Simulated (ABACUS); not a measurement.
## Band-structure run, with input and output: Cr

System: Cr (1 atom in the cell).
Method: Kohn-Sham DFT of a periodic cell, M06-L, SG15 ONCV 1.2 PBE, spin-polarised (ABACUS 3.10.1).

The structure derives from a Materials Project entry. It belongs to a series of runs on one base structure; here: bands on the converged density.

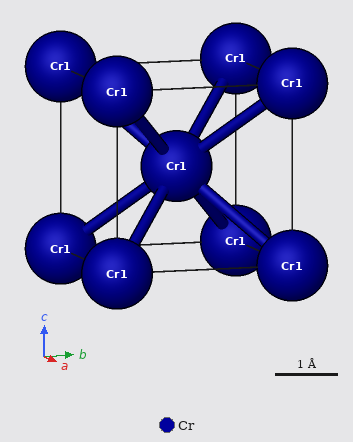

*The structure as given in the input (ball-and-stick view of the cell 2 times as large as that of the calculation, set on its symmetry axes, seen slightly off an axis; atoms are numbered from 1 in the order of the input).*

Summary

```csv
quantity,value
outcome,converged
space group (tolerance 0.01 Å),Im-3m (229)
electrons treated,14
Fermi energy of the self-consistent step,17.498 eV
net moment of the cell,0.00 μB
integrated absolute moment,0.00 μB
hardware,"4 threads of Intel Xeon (Sapphire Rapids), 16 GiB of memory available, shared host"
wall time,21 s (CPU time 83 s)
peak memory,0.36 GiB
```

Input file
```
INPUT_PARAMETERS
suffix              Cr
calculation         nscf
basis_type          pw
pseudo_dir          ./
symmetry            -1
dft_functional      MGGA_X_M06_L+MGGA_C_M06_L
ecutwfc             110.0
pseudo_rcut         10
nspin               2
nbands              19
ks_solver           dav
smearing_method     fd
smearing_sigma      0.00367493
scf_thr             1e-08
scf_nmax            100
mixing_type         broyden
mixing_beta         0.4
mixing_tau          1
init_chg            file
pw_diag_thr         1e-07
out_band            1
kpar                4
```

File STRU
```
ATOMIC_SPECIES
Cr 51.9961 Cr_ONCV_PBE-1.2.upf

LATTICE_CONSTANT
1.8897261246

LATTICE_VECTORS
-1.4844496776 1.4844496776 1.4844496776
1.4844496776 -1.4844496776 1.4844496776
1.4844496776 1.4844496776 -1.4844496776

ATOMIC_POSITIONS
Cartesian

Cr
0.0
1
0.0000000000 0.0000000000 0.0000000000 1 1 1 mag 3
```

File KPT
```
K_POINTS
8
Line
0.00000000 0.00000000 0.00000000 10 // G
0.50000000 -0.50000000 0.50000000 10 // H
0.00000000 0.00000000 0.50000000 10 // N
0.00000000 0.00000000 0.00000000 10 // G
0.25000000 0.25000000 0.25000000 10 // P
0.50000000 -0.50000000 0.50000000 1 // H
0.25000000 0.25000000 0.25000000 10 // P
0.00000000 0.00000000 0.50000000 1 // N
```

Run as:
```bash
OMP_NUM_THREADS=1 mpirun -np 4 abacus > log
```

Output
```
ABACUS v3.10.1

               Atomic-orbital Based Ab-initio Computation at UStc

 ------------------------------------------------------------------------------------

 READING GENERAL INFORMATION
                           global_out_dir = OUT.Cr/
                           global_in_card = INPUT
                               pseudo_dir = ./
                              orbital_dir =
                                    DSIZE = 4
                                    GSIZE = 1

 READING UNITCELL INFORMATION
                                    ntype = 1
                  lattice constant (Bohr) = 1.88973
              lattice constant (Angstrom) = 1

 READING ATOM TYPE 1
                               atom label = Cr
                      L=0, number of zeta = 1
                      L=1, number of zeta = 1
                      L=2, number of zeta = 1
             number of atom for this type = 1
               magnetization of element 1 = 3

                        TOTAL ATOM NUMBER = 1
CARTESIAN COORDINATES ( UNIT =       1.889726124600 Bohr ).
    atom                   x                   y                   z     mag                  vx                  vy                  vz
tauc_Cr1            0.0000000000        0.0000000000        0.0000000000  3.0000        0.0000000000        0.0000000000        0.0000000000

                          Volume (Bohr^3) = 88.2984
                             Volume (A^3) = 13.0845

 Lattice vectors: (Cartesian coordinate: in unit of a_0)
             -1.48445            +1.48445            +1.48445
             +1.48445            -1.48445            +1.48445
             +1.48445            +1.48445            -1.48445
 Reciprocal vectors: (Cartesian coordinate: in unit of 2 pi/a_0)
                   +0           +0.336825           +0.336825
            +0.336825                  +0           +0.336825
            +0.336825           +0.336825                  +0
 The esolver type has been set to : ksdft_pw

                PAO radial cut off (Bohr) = 10

 Read in pseudopotential file is Cr_ONCV_PBE-1.2.upf
                     pseudopotential type = NC
          exchange-correlation functional = PBE
                 nonlocal core correction = 0
                        valence electrons = 14
                                     lmax = 2
                           number of zeta = 0
                     number of projectors = 6
                           L of projector = 0
                           L of projector = 0
                           L of projector = 1
                           L of projector = 1
                           L of projector = 2
                           L of projector = 2
 XC functional updated to : MGGA_X_M06_L+MGGA_C_M06_L
          exchange-correlation functional = MGGA_X_M06_L+MGGA_C_M06_L
     initial pseudo atomic orbital number = 0
 The readin total magnetization is 3

 SETUP THE ELECTRONS NUMBER
            electron number of element Cr = 14
      total electron number of element Cr = 14
            AUTOSET number of electrons:  = 14
                           occupied bands = 7
                                   NBANDS = 19
                                   NLOCAL = 9

%%%%%%%%%%%%%%%%%%%%%%%%%%%%%%%%%%%%%%%%%%%%%%%%%%%%%%%%%%%%%%%%%%%%%%%%%%%%%%%%%%%%%%%%%%%%%%%%%%%%%%%%%%
 Warning: the number of valence electrons in pseudopotential > 6 for Cr: [Ar] 3d5 4s1
 Pseudopotentials with additional electrons can yield (more) accurate outcomes, but may be less efficient.
 If you're confident that your chosen pseudopotential is appropriate, you can safely ignore this warning.
%%%%%%%%%%%%%%%%%%%%%%%%%%%%%%%%%%%%%%%%%%%%%%%%%%%%%%%%%%%%%%%%%%%%%%%%%%%%%%%%%%%%%%%%%%%%%%%%%%%%%%%%%%

 SETUP THE PLANE WAVE BASIS
 energy cutoff for charge/potential (unit:Ry) = 440
            fft grid for charge/potential = [ 36, 36, 36 ]
                        fft grid division = [ 1, 1, 1 ]
        big fft grid for charge/potential = [ 36, 36, 36 ]
                                     nbxx = 46656
                                     nrxx = 46656

 SETUP PLANE WAVES FOR CHARGE/POTENTIAL
                    number of plane waves = 13811
                         number of sticks = 781

 PARALLEL PW FOR CHARGE/POTENTIAL
     PROC   COLUMNS(POT)             PW
        1            781          13811
 --------------- sum -------------------
        1            781          13811
                            number of |g| = 163
                                  max |g| = 39.7079
                                  min |g| = 0

----------- Double Check Mixing Parameters Begin ------------
mixing_type: broyden
mixing_beta: 0.4
mixing_gg0: 1
mixing_gg0_min: 0.1
mixing_beta_mag: 1.6
mixing_gg0_mag: 0
mixing_ndim: 8
----------- Double Check Mixing Parameters End ------------

 SETUP K-POINTS
                                    nspin = 2
                                   nkstot = 62
K-POINTS DIRECT COORDINATES
 KPOINTS    DIRECT_X    DIRECT_Y    DIRECT_Z  WEIGHT
       1  0.00000000  0.00000000  0.00000000  1.0000
       2  0.05000000 -0.05000000  0.05000000  1.0000
       3  0.10000000 -0.10000000  0.10000000  1.0000
       4  0.15000000 -0.15000000  0.15000000  1.0000
       5  0.20000000 -0.20000000  0.20000000  1.0000
       6  0.25000000 -0.25000000  0.25000000  1.0000
       7  0.30000000 -0.30000000  0.30000000  1.0000
       8  0.35000000 -0.35000000  0.35000000  1.0000
       9  0.40000000 -0.40000000  0.40000000  1.0000
      10  0.45000000 -0.45000000  0.45000000  1.0000
      11  0.50000000 -0.50000000  0.50000000  1.0000
      12  0.45000000 -0.45000000  0.50000000  1.0000
      13  0.40000000 -0.40000000  0.50000000  1.0000
      14  0.35000000 -0.35000000  0.50000000  1.0000
      15  0.30000000 -0.30000000  0.50000000  1.0000
      16  0.25000000 -0.25000000  0.50000000  1.0000
      17  0.20000000 -0.20000000  0.50000000  1.0000
      18  0.15000000 -0.15000000  0.50000000  1.0000
      19  0.10000000 -0.10000000  0.50000000  1.0000
      20  0.05000000 -0.05000000  0.50000000  1.0000
      21  0.00000000  0.00000000  0.50000000  1.0000
      22  0.00000000  0.00000000  0.45000000  1.0000
      23  0.00000000  0.00000000  0.40000000  1.0000
      24  0.00000000  0.00000000  0.35000000  1.0000
      25  0.00000000  0.00000000  0.30000000  1.0000
      26  0.00000000  0.00000000  0.25000000  1.0000
      27  0.00000000  0.00000000  0.20000000  1.0000
      28  0.00000000  0.00000000  0.15000000  1.0000
      29  0.00000000  0.00000000  0.10000000  1.0000
      30  0.00000000  0.00000000  0.05000000  1.0000
[... 32 further k points ...]

           k-point number in this process = 16
       minimum distributed K point number = 15
                             nks(nspin=2) = 32
                          nkstot(nspin=2) = 124

[... K-POINTS CARTESIAN COORDINATES: 32 rows ...]

[... K-POINTS DIRECT COORDINATES: 32 rows ...]

 SETUP PLANE WAVES FOR WAVE FUNCTIONS
     energy cutoff for wavefunc (unit:Ry) = 110
              fft grid for wave functions = [ 36, 36, 36 ]
                    number of plane waves = 2315
                         number of sticks = 233

 PARALLEL PW FOR WAVE FUNCTIONS
     PROC   COLUMNS(POT)             PW
        1            233           2315
 --------------- sum -------------------
        1            233           2315

 SETUP NONLOCAL PSEUDOPOTENTIALS IN PLANE WAVE BASIS
 Cr non-local projectors:
 projector 1 L=0
 projector 2 L=0
 projector 3 L=1
 projector 4 L=1
 projector 5 L=2
 projector 6 L=2
      TOTAL NUMBER OF NONLOCAL PROJECTORS = 18

 Init Non-Local PseudoPotential table :
 Init Non-Local-Pseudopotential done.

                                     npwx = 1745

 -------------------------------------------
 NONSELF-CONSISTENT
 -------------------------------------------
                                 init_chg = file
 try to read charge from file
 Read in the charge density: OUT.Cr//Cr-CHARGE-DENSITY.restart
 try to read kinetic energy density from file
 Read in the kinetic energy density: OUT.Cr//Cr-TAU-DENSITY.restart

 PW ALGORITHM --------------- ION=   1  ELEC=   1--------------------------------
 k(1/124) Iter steps (avg)=13 threshold=1e-07
 k(2/124) Iter steps (avg)=12 threshold=1e-07
 k(3/124) Iter steps (avg)=12 threshold=1e-07
 k(4/124) Iter steps (avg)=11 threshold=1e-07
 k(5/124) Iter steps (avg)=13 threshold=1e-07
 k(6/124) Iter steps (avg)=11 threshold=1e-07
 k(7/124) Iter steps (avg)=12 threshold=1e-07
 k(8/124) Iter steps (avg)=12 threshold=1e-07
 k(9/124) Iter steps (avg)=12 threshold=1e-07
 k(10/124) Iter steps (avg)=14 threshold=1e-07
 k(11/124) Iter steps (avg)=15 threshold=1e-07
 k(12/124) Iter steps (avg)=15 threshold=1e-07
 k(13/124) Iter steps (avg)=21 threshold=1e-07
 k(14/124) Iter steps (avg)=23 threshold=1e-07
 k(15/124) Iter steps (avg)=15 threshold=1e-07
 k(16/124) Iter steps (avg)=14 threshold=1e-07
 k(17/124) Iter steps (avg)=13 threshold=1e-07
 k(18/124) Iter steps (avg)=12 threshold=1e-07
 k(19/124) Iter steps (avg)=12 threshold=1e-07
 k(20/124) Iter steps (avg)=11 threshold=1e-07
 k(21/124) Iter steps (avg)=13 threshold=1e-07
 k(22/124) Iter steps (avg)=12 threshold=1e-07
 k(23/124) Iter steps (avg)=12 threshold=1e-07
 k(24/124) Iter steps (avg)=12 threshold=1e-07
 k(25/124) Iter steps (avg)=12 threshold=1e-07
 k(26/124) Iter steps (avg)=14 threshold=1e-07
 k(27/124) Iter steps (avg)=16 threshold=1e-07
 k(28/124) Iter steps (avg)=15 threshold=1e-07
 k(29/124) Iter steps (avg)=17 threshold=1e-07
 k(30/124) Iter steps (avg)=16 threshold=1e-07
 k(31/124) Iter steps (avg)=16 threshold=1e-07
 k(32/124) Iter steps (avg)=17 threshold=1e-07
[... levels at 32 k points of this process ...]

          total magnetism (Bohr mag/cell) = 0.000156251
       absolute magnetism (Bohr mag/cell) = 0.000465529
                        nelec for spin up = 7.00008
                      nelec for spin down = 6.99992

 Density error is 0.00000000000
                          Error Threshold = 1.00000000000e-07
----------------------------------------------------------
     Energy           Rydberg                 eV
----------------------------------------------------------
 E_KohnSham     -167.6872202293      -2281.5016768996
 E_KS(sigma->0) -167.6868987146      -2281.4973024670
 E_Harris       -167.6872202293      -2281.5016768996
 E_band         -13.7352529273       -186.8777032830
 E_one_elec     -55.1370693834       -750.1783146358
 E_Hartree      33.6478991306        457.8031539059
 E_xc           -19.0604991079       -259.3313945910
 E_Ewald        -127.1369078392      -1729.7863727134
 E_entropy(-TS) -0.0006430295        -0.0087488652
 E_descf        0.0000000000         0.0000000000
 E_exx          0.0000000000         0.0000000000
 E_Fermi        1.3093566245         17.8147108068
----------------------------------------------------------

 charge density convergence is achieved
 final etot is -2281.5016769 eV
 EFERMI = 17.814710807 eV

 STATE ENERGY(eV) AND OCCUPATIONS    NSPIN == 2
SPIN UP :
 1/16 kpoint (Cartesian) = 0.0000 0.0000 0.0000 (1721 pws)
       1       -57.3428      0.0161290
       2       -27.1090      0.0161290
       3       -27.1090      0.0161290
       4       -27.1090      0.0161290
       5        10.1377      0.0161290
       6        16.8674      0.0161290
       7        16.8674      0.0161290
       8        16.8674      0.0161290
       9        18.5613    5.28449e-09
      10        18.5613    5.28449e-09
      11        38.9846        0.00000
      12        38.9846        0.00000
      13        38.9846        0.00000
      14        44.8756        0.00000
      15        44.8756        0.00000
      16        48.7124        0.00000
      17        48.7124        0.00000
      18        48.7124        0.00000
      19        50.0748        0.00000

 2/16 kpoint (Cartesian) = 0.0000 0.033683 0.0000 (1725 pws)
       1       -57.3373      0.0161290
       2       -27.1285      0.0161290
       3       -27.1184      0.0161290
       4       -27.1184      0.0161290
       5        10.3339      0.0161290
       6        16.8584      0.0161290
       7        16.8584      0.0161290
       8        16.9319      0.0161290
       9        18.4347    6.64617e-08
      10        18.6091    2.03049e-09
      11        38.2123        0.00000
      12        39.0425        0.00000
      13        39.0425        0.00000
      14        43.7818        0.00000
      15        46.1347        0.00000
      16        47.1626        0.00000
      17        47.1626        0.00000
      18        48.7298        0.00000
      19        50.8082        0.00000

 3/16 kpoint (Cartesian) = 0.0000 0.067365 0.0000 (1717 pws)
       1       -57.3215      0.0161290
       2       -27.1821      0.0161290
       3       -27.1457      0.0161290
       4       -27.1457      0.0161290
       5        10.9025      0.0161290
       6        16.8494      0.0161290
       7        16.8494      0.0161290
       8        17.1209      0.0161290
       9        18.0695    9.80572e-05
      10        18.7419    1.42717e-10
      11        36.8401        0.00000
      12        38.9509        0.00000
      13        38.9509        0.00000
      14        41.6204        0.00000
      15        45.7803        0.00000
      16        45.7803        0.00000
      17        48.7895        0.00000
      18        48.9502        0.00000
      19        52.0310        0.00000

 4/16 kpoint (Cartesian) = 0.0000 0.10105 0.0000 (1733 pws)
       1       -57.2975      0.0161290
       2       -27.2574      0.0161290
       3       -27.1887      0.0161290
       4       -27.1887      0.0161290
       5        11.7783      0.0161290
       6        16.8841      0.0161290
       7        16.8841      0.0161290
       8        17.4195      0.0161231
       9        17.5089      0.0160935
      10        18.9390    2.76644e-12
      11        35.6119        0.00000
      12        38.1065        0.00000
      13        38.1065        0.00000
      14        39.4056        0.00000
      15        45.6658        0.00000
      16        45.6658        0.00000
      17        48.9127        0.00000
      18        52.5266        0.00000
      19        53.0555        0.00000

 5/16 kpoint (Cartesian) = 0.0000 0.13473 0.0000 (1725 pws)
       1       -57.2683      0.0161290
       2       -27.3382      0.0161290
       3       -27.2439      0.0161290
       4       -27.2439      0.0161290
       5        12.8279      0.0161290
       6        16.8201      0.0161290
       7        17.0150      0.0161290
       8        17.0150      0.0161290
       9        17.8039     0.00893280
      10        19.2124    1.16760e-14
      11        34.6759        0.00000
      12        36.4688        0.00000
      13        36.4688        0.00000
      14        37.5439        0.00000
      15        46.8294        0.00000
      16        46.8294        0.00000
      17        49.1311        0.00000
      18        53.5317        0.00000
      19        56.6350        0.00000

 6/16 kpoint (Cartesian) = 0.0000 0.16841 0.0000 (1725 pws)
       1       -57.2373      0.0161290
       2       -27.4099      0.0161290
       3       -27.3061      0.0161290
       4       -27.3061      0.0161290
       5        13.8040      0.0161290
       6        16.0824      0.0161290
       7        17.2844      0.0161286
       8        17.2844      0.0161286
       9        18.2408    3.21274e-06
      10        19.6960    7.36265e-19
      11        34.0183        0.00000
      12        34.4912        0.00000
      13        34.4912        0.00000
      14        36.2132        0.00000
      15        48.7618        0.00000
      16        48.7618        0.00000
      17        49.4810        0.00000
      18        51.6240        0.00000
      19        56.5333        0.00000

[... levels at 26 further k points ...]

 --------------------------------------------
 !FINAL_ETOT_IS -2281.501676899569 eV
 --------------------------------------------

 Output bands in file: OUT.Cr/BANDS_1.dat

 Output bands in file: OUT.Cr/BANDS_2.dat
```

Standard output
```
ABACUS v3.10.1

               Atomic-orbital Based Ab-initio Computation at UStc

 dft_functional readin is: MGGA_X_M06_L+MGGA_C_M06_L
 dft_functional in pseudopot file is: PBE
 Please make sure this is what you need

%%%%%%%%%%%%%%%%%%%%%%%%%%%%%%%%%%%%%%%%%%%%%%%%%%%%%%%%%%%%%%%%%%%%%%%%%%%%%%%%%%%%%%%%%%%%%%%%%%%%%%%%%
 Warning: the number of valence electrons in pseudopotential > 6 for Cr: [Ar] 3d5 4s1
 Pseudopotentials with additional electrons can yield (more) accurate outcomes, but may be less efficient.
 If you're confident that your chosen pseudopotential is appropriate, you can safely ignore this warning.
%%%%%%%%%%%%%%%%%%%%%%%%%%%%%%%%%%%%%%%%%%%%%%%%%%%%%%%%%%%%%%%%%%%%%%%%%%%%%%%%%%%%%%%%%%%%%%%%%%%%%%%%%

 UNIFORM GRID DIM        : 36 * 36 * 36
 UNIFORM GRID DIM(BIG)   : 36 * 36 * 36
func,idMGGA_X_M06_L 203
func,idMGGA_C_M06_L 233
 ---------------------------------------------------------
 ---------------------------------------------------------
 SPIN    KPOINTS         PROCESSORS  THREADS
 2       124             4           4
 ---------------------------------------------------------
 Use plane wave basis
 ---------------------------------------------------------
 ELEMENT NATOM       XC
 Cr      1
 ---------------------------------------------------------
 Initial plane wave basis and FFT box
 ---------------------------------------------------------
 -------------------------------------------
 NONSELF-CONSISTENT :
 -------------------------------------------
 START CHARGE      : file
 ITER      TMAG       AMAG        ETOT/eV          EDIFF/eV         DRHO         DKIN     TIME/s
 DA1      1.56e-04   4.66e-04  -2.28150168e+03   0.00000000e+00   0.0000e+00   0.0000e+00  20.30
```
